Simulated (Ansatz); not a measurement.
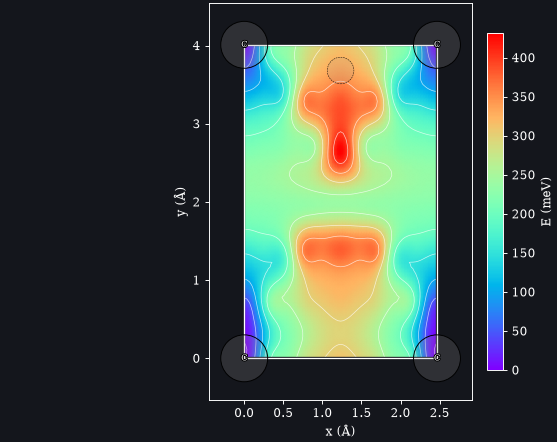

Energy landscape of H on a C(011) slab cut from the Fmmm phase, its upper half relaxed before the scan (12 atoms of substrate and one adsorbate in a 2 × 1 cell). H is moved over the surface cell at a fixed height above a rigid substrate; the origin of the map has the adsorbate above C11; the height is held at 2.50 Å. Places are given modulo a cell vector. The map is drawn in real space over the plane of the surface. Grid: 6 × 6 points; 24 points were computed and 12 follow by symmetry. Places are given in fractions of the 1 × 1 surface cell. Energies: meV, counted from the lowest grid point. At a fixed height the lowest place need not be the adsorption site. These are results of Ansatz 0.2.0, DFT PBE+D3(BJ), scalar-relativistic, plane waves, PAW, not measurements. Settings: cutoff 420 eV, k-mesh 6×7×1, gaussian smearing 0.05 eV, spin-polarised.

The picture shows a smooth colour map with a few white contour lines, labelled circles for the atoms of the top layer and small ones for the second layer, the outline of one cell of the plane. Between grid points the surface is interpolated. 

Q: Summarise what can be read from the map.

A: The lowest grid point is at the top site over a surface C atom, (0/6, 0/6) of the cell vectors. No other kind of well shows on this grid. The highest grid point, (3/6, 4/6) of the cell vectors [nearest 2 C at 3.09 Å], lies 432 meV above the lowest. On the interpolated surface the easiest way out of the lowest well to its copy in the next cell or period passes a barrier of about 240 meV. At the lowest point the adsorbate has 1 C at 2.50 Å as nearest neighbours, at the highest 2 C at 3.09 Å.

The input of one point:

```yaml
crystal:
  lattice:
    - [4.9311586502, 0.0, 0.0]
    - [0.0, 4.0098697767, 0.0]
    - [0.0, 0.0, 21.6014232414]
  atoms:
    - { symbol: C, position: [0.25, 0.3776970832, 0.185172984] }
    - { symbol: C, position: [0.75, 0.3776970832, 0.185172984] }
    - { symbol: C, position: [0.0, 0.4720802753, 0.213042646] }
    - { symbol: C, position: [0.5, 0.4720802753, 0.213042646] }
    - { symbol: C, position: [0.0, 0.6609562027, 0.2688143161] }
    - { symbol: C, position: [0.5, 0.6609562027, 0.2688143161] }
    - { symbol: C, position: [0.25, 0.7503681903, 0.2962457608] }
    - { symbol: C, position: [0.75, 0.7503681903, 0.2962457608] }
    - { symbol: C, position: [0.25, 0.9412921293, 0.3552728042] }
    - { symbol: C, position: [0.75, 0.9412921293, 0.3552728042] }
    - { symbol: C, position: [0.0, 0.0234303656, 0.3796705036] }
    - { symbol: C, position: [0.5, 0.0234303656, 0.3796705036] }
    - { symbol: H, position: [0.0, 0.0234303656, 0.4954036186], spin: 1.0 }
basis:
  ecutwfc: 420
kpoints:
  mp_grid: { grid: [6, 7, 1] }
hamiltonian:
  xc: pbe
  pseudopotentials: { kind: paw, azcp: { folder: soft_1 } }
  dispersion: d3bj
scf:
  occupations: { method: gaussian, width: 0.05 }
output:
  forces: true
  eigenvalues: true
  populations: true
magnetization:
  spin_polarized: true
efield:
  axis: 3
  dipole_correction: true
  ramp_width: 0.04
```

Each point was launched as `ansatz run input.yaml --threads 2 --pin off --max-ram 6144MiB --backend cpu --events-out ev --progress --plain --runs-dir out`. Time for the 24 points that were run: 23 min on 2 threads of Arm Neoverse V2, on a shared host.
